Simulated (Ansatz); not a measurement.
# Energy of HgSe along an even scaling of the cell

System: HgSe (F-43m, 2 atoms in the cell).
Method: Kohn-Sham DFT of a periodic cell, RPBE with D3(BJ)-ATM, spin-orbit coupling, Ansatz PAW, no spin polarisation (Ansatz 0.2.0).

The 7 runs differ only in the geometry, by an even scaling of the cell at fixed fractional positions. The structure derives from an entry of the Crystallography Open Database.

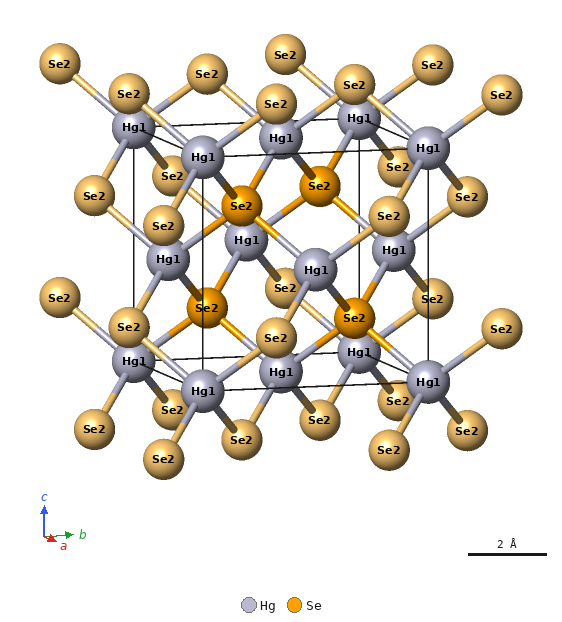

Figure 1. The structure of run 4 (ball-and-stick view of the cell 4 times as large as that of the calculation, set on its symmetry axes, seen slightly off an axis; neighbours outside the cell are drawn fainter; atoms are numbered from 1 in the order of the input).

**Input of run 4**
```yaml
crystal:
  lattice:
    - [0.0, 3.039, 3.039]
    - [3.039, 0.0, 3.039]
    - [3.039, 3.039, 0.0]
  atoms:
    - { symbol: Hg, position: [0.0, 0.0, 0.0] }
    - { symbol: Se, position: [0.75, 0.75, 0.75] }
hamiltonian:
  xc: rpbe
  pseudopotentials: { kind: paw_fr }
  dispersion: d3bjatm
magnetization:
  noncollinear: true
  spin_orbit: true
kpoints:
  mp_grid: { grid: [8, 8, 8] }
scf:
  occupations: { method: tetrahedron }
output:
  forces: true
  stress: true
```

Command:
```bash
ansatz run input.yaml --threads 1 --pin off --max-ram 2560MiB --backend cpu --events-out ev --progress --plain --runs-dir out
```

Run 3 differs from it as follows:
```diff
-    - [0.0, 3.039, 3.039]
-    - [3.039, 0.0, 3.039]
-    - [3.039, 3.039, 0.0]
+    - [0.0, 3.0186034123, 3.0186034123]
+    - [3.0186034123, 0.0, 3.0186034123]
+    - [3.0186034123, 3.0186034123, 0.0]
```

**Results, with one run withheld**

```csv
run,volume per atom (Å³),"free energy per atom, from the lowest run given (meV)",pressure (GPa)
1,26.383,0.56,0.85
2,26.944,0.00,−0.50
3,27.505,?,?
4,28.067,11.76,−2.76
5,28.628,23.12,−3.70
6,29.189,37.56,−4.53
7,29.751,54.75,−5.27
```

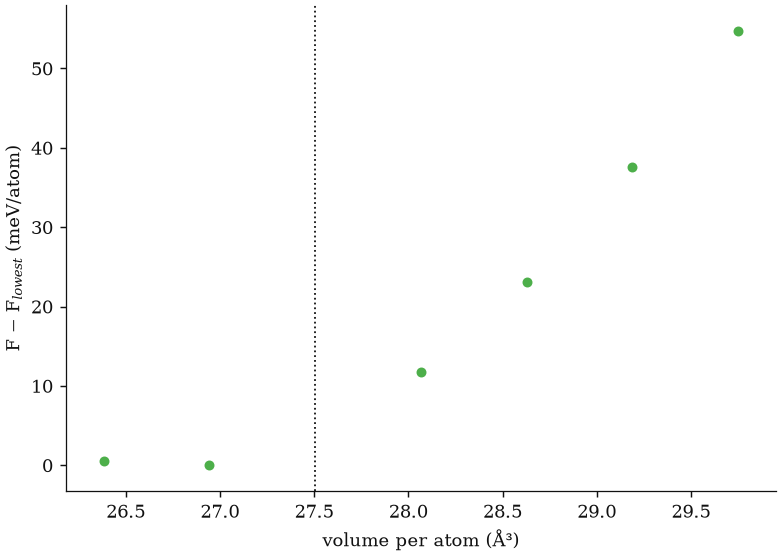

Figure 2. Free energy per atom of the runs given; the dotted line marks run 3.

Fit the runs given and predict run 3.

A cubic polynomial in V^(−2/3) (the Birch–Murnaghan form), fitted to the 6 runs given, misses them by at most 0.01 meV per atom. With x = V^(−2/3) − 0.10815 Å⁻², it reads F = 12.633 − 6939.2 x + 9.1376e+05 x² + 3.6925e+06 x³ (meV per atom). At run 3 it gives 3.90 meV per atom, and the run itself gives 3.91. The slope of the fit gives a pressure −dF/dV of −1.70 GPa there, and the run prints −1.70 GPa. The fit has its minimum at 26.728 Å³ per atom, where V d²F/dV² gives 63.7 GPa: the bulk modulus at this level, since symmetry fixes the shape and the positions.

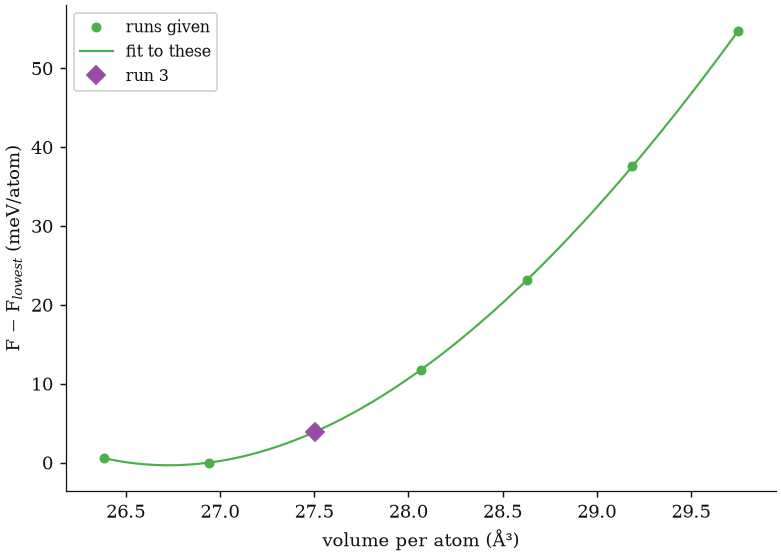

Figure 3. The fit and the withheld run.

**Output, shortened to warnings, some set-up lines, iterations and results (run 3)**
```
Warning: output.forces, output.stress, relax.cell or npt_langevin: where a Kohn–Sham band that disperses or a degenerate level is filled in part under the method tetrahedron, the forces or the stress that this run publishes need not agree with its energy (scf.occupations.method in the input reference, under Limitations); prefer a smearing scheme for the forces or the stress
Basis set: ecut = 420 eV, 1067 PW (Γ), exchange–correlation on 60×60×60 points (8 copies of the dense FFT grid, shifted against one another)
Symmetry: 24 space group operations + 24 with time reversal
k-points: 29 of 512 (time reversal used)
Initial density: superposition of atomic densities (chi_scale 0.1, normalization cell, long waves kept (reshape's long-wave potential 0.00 eV rms))
[...]
SCF iter   1: F=—  HF=-19347.134372 eV  |F-HF|=—  |Δ(HF+E_count)|=         —  Δρ=3.09e-2  dr2=4.29e-1  dr2_m=0.00e0 (ungated)  ethr=3.10e-3  |M|=0.00e0 ∫|m|=0.00e0 μB  …
SCF iter   2: F=—  HF=-19347.053113 eV  |F-HF|=—  |Δ(HF+E_count)|=   8.13e-2  Δρ=2.19e-2  dr2=2.06e-1  dr2_m=0.00e0 (ungated)  ethr=1.19e-3  |M|=0.00e0 ∫|m|=0.00e0 μB  …
SCF iter   3: F=—  HF=-19346.997238 eV  |F-HF|=—  |Δ(HF+E_count)|=   5.59e-2  Δρ=3.39e-3  dr2=4.52e-3  dr2_m=0.00e0 (ungated)  ethr=5.71e-4  |M|=0.00e0 ∫|m|=0.00e0 μB  …
SCF iter   4: F=—  HF=-19346.997490 eV  |F-HF|=—  |Δ(HF+E_count)|=   2.52e-4  Δρ=4.37e-4  dr2=7.81e-5  dr2_m=0.00e0 (ungated)  ethr=1.26e-5  |M|=0.00e0 ∫|m|=0.00e0 μB  …
SCF iter   5: F=—  HF=-19346.997663 eV  |F-HF|=—  |Δ(HF+E_count)|=   1.73e-4  Δρ=1.56e-4  dr2=2.48e-5  dr2_m=0.00e0 (ungated)  ethr=2.17e-7  |M|=0.00e0 ∫|m|=0.00e0 μB  …
SCF iter   6: F=—  HF=-19346.997663 eV  |F-HF|=—  |Δ(HF+E_count)|=   7.09e-7  Δρ=4.80e-5  dr2=9.10e-7  dr2_m=0.00e0 (ungated)  ethr=6.89e-8  |M|=0.00e0 ∫|m|=0.00e0 μB  …
SCF iter   7: F=-19346.997667 eV  HF=-19346.997667 eV  |F-HF|=8.44e-8  |Δ(HF+E_count)|=   4.02e-6  Δρ=1.23e-5  dr2=8.83e-8  dr2_m=0.00e0 (ungated)  ethr=2.78e-10  |M|=0.00e0 …
SCF 1 converged in 7 iterations: F = -19346.997667 eV  dr2 = 8.83e-8
SCF converged after 7 iterations
Stability not checked: this state was not tested for a lower state beside it, because cold or Methfessel-Paxton smearing, or corrected tetrahedra, fill the levels in a way that the test cannot read (fill_not_monotonic; see scf.lower_state_search)
Magnetization: |M| = 0.0000 μB,  M = (+0.0000, +0.0000, +0.0000) μB
Absolute magnetization: 0.0000 μB (∫|m|)
  site 0: m = (+0.0000, +0.0000, +0.0000) μB, |m| = 0.0000 μB  (R = 1.08 Å)
  site 1: m = (+0.0000, +0.0000, +0.0000) μB, |m| = 0.0000 μB  (R = 1.08 Å)
Free energy (F): -19346.997667 eV
Harris-Foulkes:  -19346.997667 eV  (|F-HF|=8.44e-8)
Internal energy: -19346.997667 eV  (E = F + TS)
E sigma→0 (E₀):  -19346.997667 eV
Fermi energy:    9.443657 eV
--- Per-component energies (eV) ---
  E_band       = -862.247120
  E_kinetic    = 723.659122
  E_local      = -5721.199130  (includes V_loc(G=0)·N_el)
  E_nonlocal   = -540.334291
  E_hartree    = 2624.427654
  E_xc         = -325.972467
  E_vxc        = -361.483233  (∫ρ·V_xc dr)
  E_paw        = -11905.514990  (= ΣΔE_a)
  E_vpaw       = -211.729797  (= ΣTr[D̂ρ^β])
  E_aug_tail   = 0.000325  (compensation charges beyond the density's cutoff)
  E_ewald      = -4198.947976
  E_disp       = -2.784835  (pairwise vdW)
  E_core_change = -0.331078  (= ΣΔE_core)
  E_smearing   = -0.000000  (= −TS)
  E_closure    = 0.000000  (closes the sum)
  Σ components = -19346.997667   (vs F -19346.997667, Δ=0.00e0)
--- Forces (eV/Å), atoms counted from 1 ---
  atom   1  Hg    -0.00000000    -0.00000000    -0.00000000
  atom   2  Se     0.00000000    -0.00000000     0.00000000
  max |Σ_I F_I| component: 5.55e-17 eV/Å
--- Stress (GPa, compression-positive) ---
       -1.699821      -0.000000      -0.000000
        0.000000      -1.699821       0.000000
       -0.000000       0.000000      -1.699821
  P = ⅓ Tr σ = -1.6998 GPa (-16.998 kbar)
```

The program warns: forces and stress from tetrahedron occupations may miss the slope of the energy. Points of doubt noted for this run: forces on files of another functional.
